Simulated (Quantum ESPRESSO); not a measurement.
# Run report: Co, band-structure run (part 3 of 3)

The same run, continued: Co (Fm-3m, 1 atom in the cell); Kohn-Sham DFT of a periodic cell, PBE, DFT+U, PseudoDojo 0.5 SR PBE stringent, spin-polarised (Quantum ESPRESSO 7.5); cutoff 1414.99 eV, 5×5×5 k-mesh, cold smearing of 0.1 eV, collinear spins. The structure derives from a Materials Project entry.

Geometry of the input (Å; fractional positions):
```
0.0000  1.7567  1.7567
1.7567  0.0000  1.7567
1.7567  1.7567  0.0000
Co 0.0000  0.0000  0.0000
```

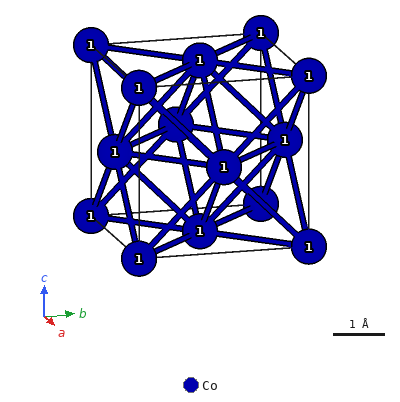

Figure 1. The structure as given in the input (ball-and-stick view of the cell 4 times as large as that of the calculation, set on its symmetry axes, seen slightly off an axis; atoms are numbered from 1 in the order of the input).

### What the program printed, continued
```
     iteration # 36     ecut=   104.00 Ry     beta= 0.30
     Davidson diagonalization with overlap
     ethr =  1.57E-09,  avg # of iterations =  2.0

     total energy              =    -309.23249764 Ry
     estimated scf accuracy    <       0.00000018 Ry

     total magnetization       =     2.94 Bohr mag/cell
     absolute magnetization    =     2.95 Bohr mag/cell

     iteration # 37     ecut=   104.00 Ry     beta= 0.30
     Davidson diagonalization with overlap
     ethr =  1.11E-09,  avg # of iterations =  2.0

     total energy              =    -309.23248909 Ry
     estimated scf accuracy    <       0.00000012 Ry

     total magnetization       =     2.94 Bohr mag/cell
     absolute magnetization    =     2.95 Bohr mag/cell

     iteration # 38     ecut=   104.00 Ry     beta= 0.30
     Davidson diagonalization with overlap
     ethr =  7.80E-10,  avg # of iterations =  2.0

     total energy              =    -309.23250639 Ry
     estimated scf accuracy    <       0.00000005 Ry

     total magnetization       =     2.94 Bohr mag/cell
     absolute magnetization    =     2.95 Bohr mag/cell

     iteration # 39     ecut=   104.00 Ry     beta= 0.30
     Davidson diagonalization with overlap
     ethr =  2.95E-10,  avg # of iterations =  2.0

     total energy              =    -309.23250506 Ry
     estimated scf accuracy    <       0.00000003 Ry

     total magnetization       =     2.94 Bohr mag/cell
     absolute magnetization    =     2.95 Bohr mag/cell

     iteration # 40     ecut=   104.00 Ry     beta= 0.30
     Davidson diagonalization with overlap
     ethr =  2.02E-10,  avg # of iterations =  2.0

     total energy              =    -309.23250666 Ry
     estimated scf accuracy    <       0.00000002 Ry

     total magnetization       =     2.94 Bohr mag/cell
     absolute magnetization    =     2.95 Bohr mag/cell

     iteration # 41     ecut=   104.00 Ry     beta= 0.30
     Davidson diagonalization with overlap
     ethr =  1.32E-10,  avg # of iterations =  1.2

     total energy              =    -309.23250665 Ry
     estimated scf accuracy    <       0.00000002 Ry

     total magnetization       =     2.94 Bohr mag/cell
     absolute magnetization    =     2.95 Bohr mag/cell

     iteration # 42     ecut=   104.00 Ry     beta= 0.30
     Davidson diagonalization with overlap
     ethr =  1.14E-10,  avg # of iterations =  2.0

     total energy              =    -309.23250671 Ry
     estimated scf accuracy    <       0.00000002 Ry

     total magnetization       =     2.94 Bohr mag/cell
     absolute magnetization    =     2.95 Bohr mag/cell

     iteration # 43     ecut=   104.00 Ry     beta= 0.30
     Davidson diagonalization with overlap
     ethr =  9.58E-11,  avg # of iterations =  2.0

     total energy              =    -309.23250677 Ry
     estimated scf accuracy    <       0.00000001 Ry

     total magnetization       =     2.94 Bohr mag/cell
     absolute magnetization    =     2.95 Bohr mag/cell

     iteration # 44     ecut=   104.00 Ry     beta= 0.30
     Davidson diagonalization with overlap
     ethr =  8.09E-11,  avg # of iterations =  2.0

     total energy              =    -309.23250684 Ry
     estimated scf accuracy    <       0.00000001 Ry

     total magnetization       =     2.94 Bohr mag/cell
     absolute magnetization    =     2.95 Bohr mag/cell

     iteration # 45     ecut=   104.00 Ry     beta= 0.30
     Davidson diagonalization with overlap
     ethr =  6.92E-11,  avg # of iterations =  1.0

     total energy              =    -309.23250685 Ry
     estimated scf accuracy    <       0.00000001 Ry

     total magnetization       =     2.94 Bohr mag/cell
     absolute magnetization    =     2.95 Bohr mag/cell

     iteration # 46     ecut=   104.00 Ry     beta= 0.30
     Davidson diagonalization with overlap
     ethr =  6.70E-11,  avg # of iterations =  1.2

     total energy              =    -309.23250688 Ry
     estimated scf accuracy    <       0.00000001 Ry

     total magnetization       =     2.94 Bohr mag/cell
     absolute magnetization    =     2.95 Bohr mag/cell

     iteration # 47     ecut=   104.00 Ry     beta= 0.30
     Davidson diagonalization with overlap
     ethr =  6.51E-11,  avg # of iterations =  1.0

     total energy              =    -309.23250684 Ry
     estimated scf accuracy    <       0.00000001 Ry

     total magnetization       =     2.94 Bohr mag/cell
     absolute magnetization    =     2.95 Bohr mag/cell

     iteration # 48     ecut=   104.00 Ry     beta= 0.30
     Davidson diagonalization with overlap
     ethr =  6.48E-11,  avg # of iterations =  2.0

     total energy              =    -309.23250681 Ry
     estimated scf accuracy    <       0.00000001 Ry

     total magnetization       =     2.94 Bohr mag/cell
     absolute magnetization    =     2.95 Bohr mag/cell

     iteration # 49     ecut=   104.00 Ry     beta= 0.30
     Davidson diagonalization with overlap
     ethr =  6.37E-11,  avg # of iterations =  2.0

     total energy              =    -309.23250693 Ry
     estimated scf accuracy    <          9.9E-09 Ry

     total magnetization       =     2.94 Bohr mag/cell
     absolute magnetization    =     2.95 Bohr mag/cell

     iteration # 50     ecut=   104.00 Ry     beta= 0.30
     Davidson diagonalization with overlap
     ethr =  6.21E-11,  avg # of iterations =  2.0

     total energy              =    -309.23249169 Ry
     estimated scf accuracy    <          9.6E-09 Ry

     total magnetization       =     2.94 Bohr mag/cell
     absolute magnetization    =     2.95 Bohr mag/cell

     iteration # 51     ecut=   104.00 Ry     beta= 0.30
     Davidson diagonalization with overlap
     ethr =  6.03E-11,  avg # of iterations =  3.1

     total energy              =    -309.23250762 Ry
     estimated scf accuracy    <          6.0E-09 Ry

     total magnetization       =     2.94 Bohr mag/cell
     absolute magnetization    =     2.95 Bohr mag/cell

     iteration # 52     ecut=   104.00 Ry     beta= 0.30
     Davidson diagonalization with overlap
     ethr =  3.72E-11,  avg # of iterations =  1.5

     total energy              =    -309.23249123 Ry
     estimated scf accuracy    <          4.9E-09 Ry

     total magnetization       =     2.94 Bohr mag/cell
     absolute magnetization    =     2.95 Bohr mag/cell

     iteration # 53     ecut=   104.00 Ry     beta= 0.30
     Davidson diagonalization with overlap
     ethr =  3.06E-11,  avg # of iterations =  3.5

     total energy              =    -309.23250441 Ry
     estimated scf accuracy    <          9.4E-09 Ry

     total magnetization       =     2.94 Bohr mag/cell
     absolute magnetization    =     2.95 Bohr mag/cell

     iteration # 54     ecut=   104.00 Ry     beta= 0.30
     Davidson diagonalization with overlap
     ethr =  3.06E-11,  avg # of iterations =  3.0

     total energy              =    -309.23250678 Ry
     estimated scf accuracy    <          1.9E-09 Ry

     total magnetization       =     2.94 Bohr mag/cell
     absolute magnetization    =     2.95 Bohr mag/cell

     iteration # 55     ecut=   104.00 Ry     beta= 0.30
     Davidson diagonalization with overlap
     ethr =  1.19E-11,  avg # of iterations =  3.0

     total energy              =    -309.23250770 Ry
     estimated scf accuracy    <          1.3E-09 Ry

     total magnetization       =     2.94 Bohr mag/cell
     absolute magnetization    =     2.95 Bohr mag/cell

     iteration # 56     ecut=   104.00 Ry     beta= 0.30
     Davidson diagonalization with overlap
     ethr =  8.29E-12,  avg # of iterations =  2.0

     total energy              =    -309.23250757 Ry
     estimated scf accuracy    <          1.2E-09 Ry

     total magnetization       =     2.94 Bohr mag/cell
     absolute magnetization    =     2.95 Bohr mag/cell

     iteration # 57     ecut=   104.00 Ry     beta= 0.30
     Davidson diagonalization with overlap
     ethr =  7.69E-12,  avg # of iterations =  2.2

     total energy              =    -309.23250768 Ry
     estimated scf accuracy    <          8.6E-10 Ry

     total magnetization       =     2.94 Bohr mag/cell
     absolute magnetization    =     2.95 Bohr mag/cell

     iteration # 58     ecut=   104.00 Ry     beta= 0.30
     Davidson diagonalization with overlap
     ethr =  5.35E-12,  avg # of iterations =  2.2

     total energy              =    -309.23250765 Ry
     estimated scf accuracy    <          3.6E-10 Ry

     total magnetization       =     2.94 Bohr mag/cell
     absolute magnetization    =     2.95 Bohr mag/cell

     iteration # 59     ecut=   104.00 Ry     beta= 0.30
     Davidson diagonalization with overlap
     ethr =  2.23E-12,  avg # of iterations =  3.0

     total energy              =    -309.23250787 Ry
     estimated scf accuracy    <          2.3E-10 Ry

     total magnetization       =     2.94 Bohr mag/cell
     absolute magnetization    =     2.95 Bohr mag/cell

     iteration # 60     ecut=   104.00 Ry     beta= 0.30
     Davidson diagonalization with overlap
     ethr =  1.44E-12,  avg # of iterations =  2.0

     Magnetic moment per site  (integrated on atomic sphere of radius R)
     atom   1 (R=0.413)  charge= 14.9722  magn=  2.8170

     End of self-consistent calculation

     =================== HUBBARD OCCUPATIONS ===================
     ------------------------ ATOM    1 ------------------------
     Tr[ns(  1)] (up, down, total) =   4.97265  2.14861  7.12126
     Atomic magnetic moment for atom   1 =   2.82405
     SPIN  1
     eigenvalues:
       0.992  0.992  0.996  0.997  0.997
     eigenvectors (columns):
       0.044 -0.117  0.012 -0.485 -0.866
       0.706  0.258  0.657 -0.046  0.036
       0.000  0.901 -0.370 -0.226 -0.000
       0.026  0.203 -0.020  0.842 -0.498
       0.706 -0.258 -0.657  0.046  0.036
     occupation matrix ns (before diag.):
       0.997 -0.000  0.000  0.000 -0.000
      -0.000  0.993 -0.001 -0.000 -0.002
       0.000 -0.001  0.993 -0.001  0.001
       0.000 -0.000 -0.001  0.996  0.000
      -0.000 -0.002  0.001  0.000  0.993
     SPIN  2
     eigenvalues:
       0.066  0.073  0.089  0.960  0.960
     eigenvectors (columns):
      -0.861 -0.454  0.042 -0.105 -0.202
       0.086 -0.038  0.670 -0.703  0.222
      -0.001 -0.408 -0.311 -0.003  0.858
      -0.494  0.790 -0.072 -0.062  0.349
       0.086  0.038 -0.670 -0.701 -0.227
     occupation matrix ns (before diag.):
       0.114  0.026 -0.154 -0.060  0.106
       0.026  0.562  0.167  0.107  0.385
      -0.154  0.167  0.728  0.266 -0.167
      -0.060  0.107  0.266  0.183 -0.031
       0.106  0.385 -0.167 -0.031  0.562

     Number of occupied Hubbard levels =    7.1213

     Number of k-points >= 100: set verbosity='high' to print the bands.

     the Fermi energy is    18.8388 ev

!    total energy              =    -309.23250788 Ry
     estimated scf accuracy    <          1.5E-10 Ry
     smearing contrib. (-TS)   =       0.00001159 Ry
     internal energy E=F+TS    =    -309.23251947 Ry

     The total energy is F=E-TS. E is the sum of the following terms:
     one-electron contribution =    -130.16828530 Ry
     hartree contribution      =      75.95608388 Ry
     xc contribution           =     -55.49641967 Ry
     ewald contribution        =    -199.57595985 Ry
     Hubbard energy            =       0.05206147 Ry

     total magnetization       =     2.94 Bohr mag/cell
     absolute magnetization    =     2.95 Bohr mag/cell

     convergence has been achieved in  60 iterations

     Forces acting on atoms (cartesian axes, Ry/au):

     atom    1 type  1   force =     0.00000000    0.00000000    0.00000000

     Total force =     0.000000     Total SCF correction =     0.000007

     Computing stress (Cartesian axis) and pressure

          total   stress  (Ry/bohr**3)                   (kbar)     P=    -2685.90
  -0.01810424   0.00030964   0.00030962        -2663.23       45.55       45.55
   0.00030964  -0.01833529  -0.00061095           45.55    -2697.21      -89.87
   0.00030962  -0.00061095  -0.01833560           45.55      -89.87    -2697.26

=------------------------------------------------------------------------------=
   JOB DONE.
=------------------------------------------------------------------------------=
```

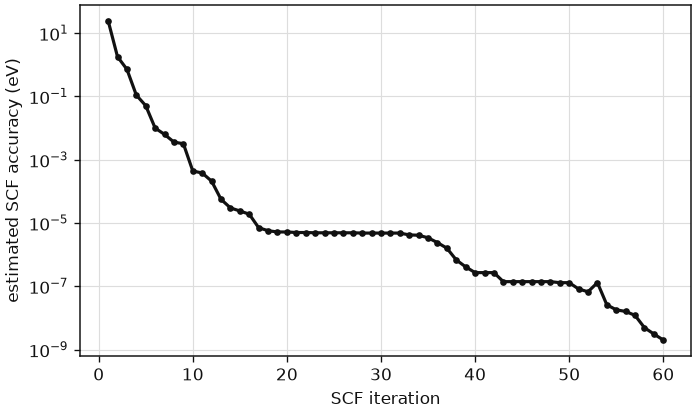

Figure 2. Convergence of the self-consistent field: estimated SCF accuracy against the iteration. The field takes 60 iterations in all.
